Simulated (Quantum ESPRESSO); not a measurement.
**CdS (Hawleyite): modes at Γ and the response to a field**

Which modes does CdS (Hawleyite) have at the zone centre?

Method: DFT LDA, scalar-relativistic, plane waves, PseudoDojo norm-conserving pseudopotentials, in Quantum ESPRESSO 7.5.

## (1) Starting point

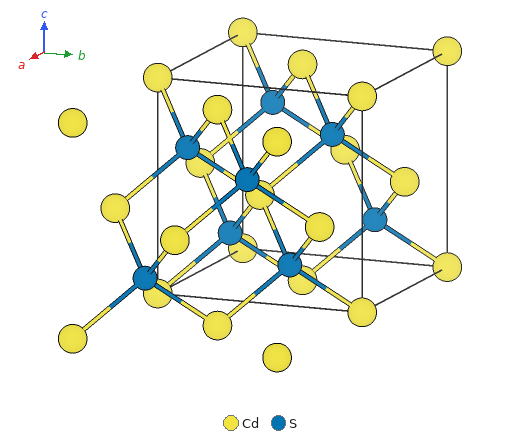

The cell as given, slightly off an axis (cadmium yellow, sulfur blue). 2×1×1 cells are drawn. This picture shows the conventional cell, with its axes. Bonds to atoms that aren't drawn are left out. Some periodic images of atoms are drawn too.

Structure file:

```
CELL_PARAMETERS angstrom
-2.91650 0.00000 2.91650
0.00000 2.91650 2.91650
-2.91650 2.91650 0.00000
ATOMIC_POSITIONS crystal
Cd 0.00000 0.00000 0.00000
S 0.25000 0.25000 0.25000
```

## (2) A first look

Before anything dear is run, a loose run with smearing shows whether this is a metal and how far the cell is from rest.

The input, probe.in:

```
&control
   calculation = 'scf'
   prefix = 'x'
   outdir = './tmp'
   pseudo_dir = './pseudo'
   tprnfor = .true.
   tstress = .true.
   verbosity = 'high'
/
&system
   ibrav = 2
   celldm(1) = 11.02277248
   nat = 2
   ntyp = 2
   ecutwfc = 112.0
   occupations = 'smearing'
   smearing = 'gaussian'
   degauss = 0.01
/
&electrons
   conv_thr = 1.0d-07
   mixing_beta = 0.7
   electron_maxstep = 100
/
ATOMIC_SPECIES
 Cd    112.4140  Cd.upf
 S      32.0600  S.upf
ATOMIC_POSITIONS crystal
 Cd     0.000000000   0.000000000   0.000000000
 S      0.250000000   0.250000000   0.250000000
K_POINTS automatic
 6 6 6 0 0 0
```

Command:

```console
$ OMP_NUM_THREADS=1 mpirun -n 4 pw.x -nk 4 -in probe.in > probe.out
```

What it wrote:

```text
[banners, grids, parts of the stress and lines that vanish by symmetry left out]
Program PWSCF v.7.5
     bravais-lattice index     =            2
     lattice parameter (alat)  =      11.0228  a.u.
[...]
kinetic-energy cutoff     =     112.0000  Ry
     charge density cutoff     =     448.0000  Ry
     scf convergence threshold =      1.0E-07
[...]
Exchange-correlation= SLA  PW   NOGX NOGC
                           (   1   4   0   0   0   0   0)
[...]
24 Sym. Ops. (no inversion) found
[...]
(     0          1          0      )
                  (     0          0          1      )
[...]
(  0.0000000  1.0000000  0.0000000 )
                  (  0.0000000  0.0000000  1.0000000 )
[...]
(     1          0         -1      )
                  (     0          0         -1      )
[...]
(  0.0000000  1.0000000  0.0000000 )
[...]
(    -1          0          1      )
                  (    -1          0          0      )
[...]
(  0.0000000  0.0000000  1.0000000 )
                  (  0.0000000 -1.0000000  0.0000000 )
[...]
number of k points=    16  Gaussian smearing, width (Ry)=  0.0100
[...]
End of self-consistent calculation
[...]
the Fermi energy is     7.1471 ev
!    total energy              =    -372.77649468 Ry
[...]
convergence has been achieved in   7 iterations
[...]
atom    1 type  1   force =    -0.00000000    0.00000000   -0.00000000
     atom    2 type  2   force =     0.00000000    0.00000000    0.00000000
[...]
Total force =     0.000000     Total SCF correction =     0.000000
[...]
total   stress  (Ry/bohr**3)                   (kbar)     P=      -23.78
[...]
XML data file, charge density, pseudopotentials, collected wavefunctions

   JOB DONE.
```

Elapsed: 9.7 s, on 4 MPI ranks of Arm Neoverse V1, shared host; 39 s of CPU time.

Numbers from this step:

* volume per atom: 24.81 Å³
* pressure: -2.378 GPa
* gap on the k-mesh: 0.8604 eV

A gap of 0.86 eV opens on this mesh, so the crystal is taken as an insulator; the start stands at -2.4 GPa.

## (3) Relaxation

The relaxation runs at a cutoff a fifth above that of the response, since stress converges more slowly with the basis than frequencies do. Forces and stress are brought to rest with tight thresholds.

The input, relax.in:

```
&control
   calculation = 'vc-relax'
   prefix = 'x'
   outdir = './tmp'
   pseudo_dir = './pseudo'
   tprnfor = .true.
   tstress = .true.
   forc_conv_thr = 2.0d-05
   etot_conv_thr = 1.0d-07
   nstep = 40
/
&system
   ibrav = 2
   celldm(1) = 11.02277248
   nat = 2
   ntyp = 2
   ecutwfc = 134
   occupations = 'fixed'
   nbnd = 15
/
&electrons
   conv_thr = 1.0d-11
   mixing_beta = 0.7
   electron_maxstep = 100
/
&ions
/
&cell
   press_conv_thr = 0.2
/
ATOMIC_SPECIES
 Cd    112.4140  Cd.upf
 S      32.0600  S.upf
ATOMIC_POSITIONS crystal
 Cd     0.000000000   0.000000000   0.000000000
 S      0.250000000   0.250000000   0.250000000
K_POINTS automatic
 8 8 8 0 0 0
```

Command:

```console
$ OMP_NUM_THREADS=1 mpirun -n 4 pw.x -nk 4 -in relax.in > relax.out
```

What it wrote:

```text
[banners, grids, parts of the stress and lines that vanish by symmetry left out]
[banner, memory and clock lines left out]
Program PWSCF v.7.5

[...]
kinetic-energy cutoff     =     134.0000  Ry
     charge density cutoff     =     536.0000  Ry
     scf convergence threshold =      1.0E-11
[...]
energy convergence thresh.=      1.0E-07
     force convergence thresh. =      2.0E-05
     press convergence thresh. =      2.0E-01
     Exchange-correlation= SLA  PW   NOGX NOGC
                           (   1   4   0   0   0   0   0)
[...]
24 Sym. Ops. (no inversion) found
[...]
number of k points=    29
[...]
End of self-consistent calculation
[...]
highest occupied, lowest unoccupied level (ev):     6.7030    7.5651
!    total energy              =    -372.77673420 Ry
[...]
convergence has been achieved in  10 iterations
[...]
atom    1 type  1   force =    -0.00000000   -0.00000000   -0.00000000
     atom    2 type  2   force =     0.00000000    0.00000000   -0.00000000
     Total force =     0.000000     Total SCF correction =     0.000000
[...]
total   stress  (Ry/bohr**3)                   (kbar)     P=      -23.63
[...]
number of bfgs steps    =   0
[...]
CELL_PARAMETERS (alat= 11.02277248)
[...]
ATOMIC_POSITIONS (crystal)
Cd               0.0000000000       -0.0000000000        0.0000000000
S                0.2500000000        0.2500000000        0.2500000000
[...]
New effective cutoffs (rho, wfc):  538.49  135.07
[...]
End of self-consistent calculation
[...]
highest occupied, lowest unoccupied level (ev):     6.8766    7.7643
!    total energy              =    -372.77728438 Ry
[...]
convergence has been achieved in   7 iterations
[...]
atom    1 type  1   force =     0.00000000   -0.00000000    0.00000000
     atom    2 type  2   force =    -0.00000000    0.00000000   -0.00000000
     Total force =     0.000000     Total SCF correction =     0.000000
[...]
total   stress  (Ry/bohr**3)                   (kbar)     P=      -16.57
[...]
number of bfgs steps    =   1
[...]
CELL_PARAMETERS (alat= 11.02277248)
[...]
ATOMIC_POSITIONS (crystal)
Cd               0.0000000000       -0.0000000000       -0.0000000000
S                0.2500000000        0.2500000000        0.2500000000
[...]
New effective cutoffs (rho, wfc):  545.06  136.72
[...]
End of self-consistent calculation
[...]
highest occupied, lowest unoccupied level (ev):     7.1433    8.0692
!    total energy              =    -372.77772866 Ry
[...]
convergence has been achieved in   8 iterations
[...]
atom    1 type  1   force =     0.00000000    0.00000000    0.00000000
     atom    2 type  2   force =     0.00000000   -0.00000000    0.00000000
     Total force =     0.000000     Total SCF correction =     0.000000
[...]
total   stress  (Ry/bohr**3)                   (kbar)     P=       -5.14
[...]
number of bfgs steps    =   2
[...]
CELL_PARAMETERS (alat= 11.02277248)
[...]
ATOMIC_POSITIONS (crystal)
[...]
New effective cutoffs (rho, wfc):  548.00  137.46
[...]
End of self-consistent calculation
[...]
highest occupied, lowest unoccupied level (ev):     7.2635    8.2062
!    total energy              =    -372.77777238 Ry
[...]
convergence has been achieved in   8 iterations
[...]
atom    1 type  1   force =     0.00000000    0.00000000    0.00000000
     atom    2 type  2   force =    -0.00000000    0.00000000    0.00000000
     Total force =     0.000000     Total SCF correction =     0.000000
[...]
total   stress  (Ry/bohr**3)                   (kbar)     P=        0.25
[...]
number of bfgs steps    =   3
[...]
CELL_PARAMETERS (alat= 11.02277248)
[...]
ATOMIC_POSITIONS (crystal)
[...]
New effective cutoffs (rho, wfc):  547.86  137.42
[...]
End of self-consistent calculation
[...]
highest occupied, lowest unoccupied level (ev):     7.2578    8.1997
!    total energy              =    -372.77777248 Ry
[...]
convergence has been achieved in   6 iterations
[...]
atom    1 type  1   force =    -0.00000000   -0.00000000   -0.00000000
     atom    2 type  2   force =     0.00000000    0.00000000    0.00000000
     Total force =     0.000000     Total SCF correction =     0.000000
[...]
total   stress  (Ry/bohr**3)                   (kbar)     P=       -0.00
[...]
number of bfgs steps    =   4
[...]
small trust_radius: resetting bfgs history
[...]
CELL_PARAMETERS (alat= 11.02277248)
[...]
ATOMIC_POSITIONS (crystal)
[...]
New effective cutoffs (rho, wfc):  547.86  137.42
[...]
End of self-consistent calculation
[...]
highest occupied, lowest unoccupied level (ev):     7.2578    8.1998
!    total energy              =    -372.77777248 Ry
[...]
convergence has been achieved in   1 iterations
[...]
atom    1 type  1   force =     0.00000000   -0.00000000    0.00000000
     atom    2 type  2   force =     0.00000000    0.00000000    0.00000000
     Total force =     0.000000     Total SCF correction =     0.000000
[...]
total   stress  (Ry/bohr**3)                   (kbar)     P=       -0.00
[...]
bfgs converged in   6 scf cycles and   5 bfgs steps
[...]
End of BFGS Geometry Optimization
     Final enthalpy           =    -372.7777724846 Ry
     File ./tmp/x.bfgs deleted, as requested
[...]
CELL_PARAMETERS (alat= 11.02277248)
[...]
ATOMIC_POSITIONS (crystal)
Cd              -0.0000000000        0.0000000000        0.0000000000
S                0.2500000000        0.2500000000        0.2500000000
[...]
Final scf calculation at the relaxed structure.
[...]
kinetic-energy cutoff     =     134.0000  Ry
     charge density cutoff     =     536.0000  Ry
     scf convergence threshold =      1.0E-13
[...]
press convergence thresh. =      2.0E-01
     Exchange-correlation= SLA  PW   NOGX NOGC
                           (   1   4   0   0   0   0   0)
[...]
24 Sym. Ops. (no inversion) found
[...]
number of k points=    29
[...]
End of self-consistent calculation
[...]
highest occupied, lowest unoccupied level (ev):     7.2578    8.1998
!    total energy              =    -372.77776780 Ry
[...]
convergence has been achieved in  11 iterations
[...]
atom    1 type  1   force =    -0.00000000   -0.00000000   -0.00000000
     atom    2 type  2   force =     0.00000000    0.00000000    0.00000000
     Total force =     0.000000     Total SCF correction =     0.000000
[...]
total   stress  (Ry/bohr**3)                   (kbar)     P=        0.01
[...]
XML data file, charge density, pseudopotentials, collected wavefunctions
```

It took 1.9 min on 4 MPI ranks; 7.6 min of CPU time.

Step by step:

```
step  energy less that of the first step (eV)  largest force (eV/Å)  pressure (GPa)  volume (Å³)
   1                                   0.0000                0.0000           -2.36        49.62
   2                                  -0.0075                0.0000           -1.66        49.02
   3                                  -0.0135                0.0000           -0.51        48.14
   4                                  -0.0141                0.0000            0.03        47.75
   5                                  -0.0141                0.0000            0.00        47.77
   6                                  -0.0141                0.0000            0.00        47.77
   7                                  -0.0141                0.0000            0.00        47.77
```

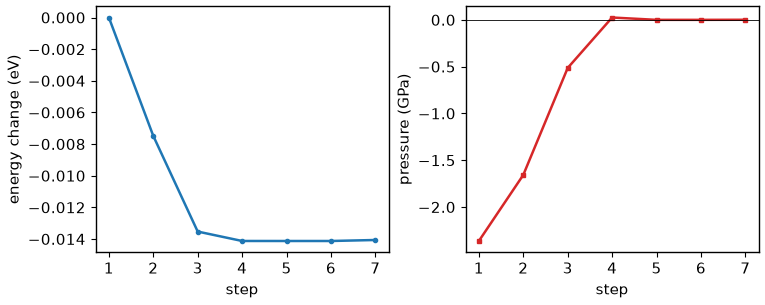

Energy and pressure along the relaxation.

```
conventional cell, symmetrised  before  after  change
                         a (Å)   5.833  5.760  -1.3 %
                         b (Å)   5.833  5.760  -1.3 %
                         c (Å)   5.833  5.760  -1.3 %
              volume (Å³/atom)   24.81  23.88  -3.7 %
```

The relaxed structure:

```
Cd S
1.0
    -2.87982    0.00000    2.87982
     0.00000    2.87982    2.87982
    -2.87982    2.87982    0.00000
Cd S
1 1
Direct
  0.00000 0.00000 0.00000
  0.25000 0.25000 0.25000
```

The last row of the table of steps is pw.x's closing run on a basis chosen anew for the final cell, so its energy can jump.

This step gave:

```
volume per atom   : 23.88 Å³
pressure          : 0.001 GPa
gap on the k-mesh : 0.9420 eV
```

The volume changes by -3.7 % from the cell with which this run began.

## (4) Self-consistent run for the response

Perturbation theory inherits every error of the wavefunctions, so the threshold is set near the limit of the arithmetic. With a gap, occupations are fixed, which also allows the response to an electric field.

The input, scf.in:

```
&control
   calculation = 'scf'
   prefix = 'x'
   outdir = './tmp'
   pseudo_dir = './pseudo'
   tprnfor = .true.
   tstress = .true.
/
&system
   ibrav = 2
   celldm(1) = 10.88415161
   nat = 2
   ntyp = 2
   ecutwfc = 112.0
   occupations = 'fixed'
   nbnd = 15
/
&electrons
   conv_thr = 1.0d-12
   mixing_beta = 0.7
   electron_maxstep = 100
/
ATOMIC_SPECIES
 Cd    112.4140  Cd.upf
 S      32.0600  S.upf
ATOMIC_POSITIONS crystal
 Cd     0.000000000   0.000000000   0.000000000
 S      0.250000000   0.250000000   0.250000000
K_POINTS automatic
 8 8 8 0 0 0
```

Command:

```console
$ OMP_NUM_THREADS=1 mpirun -n 4 pw.x -nk 4 -in scf.in > scf.out
```

What it wrote:

```text
[banners, grids, parts of the stress and lines that vanish by symmetry left out]
[banner, memory and clock lines left out]
Program PWSCF v.7.5

[...]
kinetic-energy cutoff     =     112.0000  Ry
     charge density cutoff     =     448.0000  Ry
     scf convergence threshold =      1.0E-12
[...]
Exchange-correlation= SLA  PW   NOGX NOGC
                           (   1   4   0   0   0   0   0)
[...]
24 Sym. Ops. (no inversion) found
[...]
number of k points=    29
[...]
End of self-consistent calculation
[...]
highest occupied, lowest unoccupied level (ev):     7.2579    8.1998
!    total energy              =    -372.77773824 Ry
[...]
convergence has been achieved in  11 iterations
[...]
atom    1 type  1   force =    -0.00000000   -0.00000000   -0.00000000
     atom    2 type  2   force =     0.00000000    0.00000000    0.00000000
     Total force =     0.000000     Total SCF correction =     0.000000
[...]
total   stress  (Ry/bohr**3)                   (kbar)     P=        0.02
[...]
XML data file, charge density, pseudopotentials, collected wavefunctions
```

Wall time 22 s (4 MPI ranks).

Numbers from this step:

```
pressure          : 0.002 GPa
gap on the k-mesh : 0.9419 eV
```

The cell stands at 0.002 GPa, close enough for phonons.

[end of part 1 of 4]

[Host names and launcher messages were left out of these logs when they were recorded.]

[Logs are printed without paths, hosts, clocks, repeated set-up lines and the standing remarks that a program may print on its own settings, such as how far it seeks lower states.]

[Hosts, paths, dates, database ids (printed as entryN), source tags and the programs' standing remarks are cut or masked in the printed files.]
